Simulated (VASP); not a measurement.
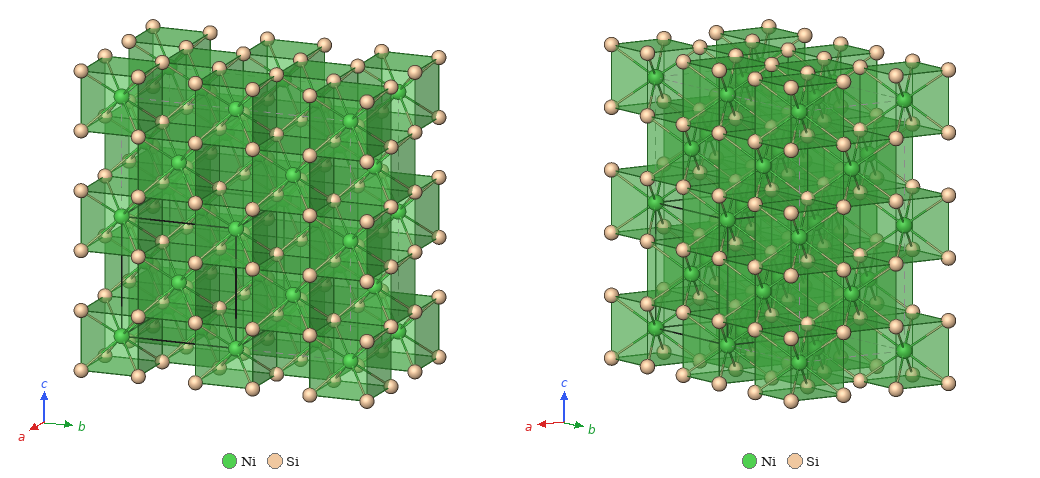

Polyhedra are drawn about Ni (bonds: Ni–Si below 2.6 Å); other atoms are plain spheres. Two views of the same piece.

The compound is Si₂Ni (space group Fm-3m, No. 225), taken as an entry of the Crystallography Open Database, as set up for an electronic-structure calculation.

### What figure surrounds each Ni atom, and what does it share with the other drawn polyhedra?

Ni: NiSi8 cube, sharing edges with twelve neighbours.

### How do these polyhedra hang together as a whole?

They form a three-dimensional framework of edge-sharing cubes.

### How far apart are the centres of linked polyhedra?

Centre to centre across a shared edge: 3.82 Å.
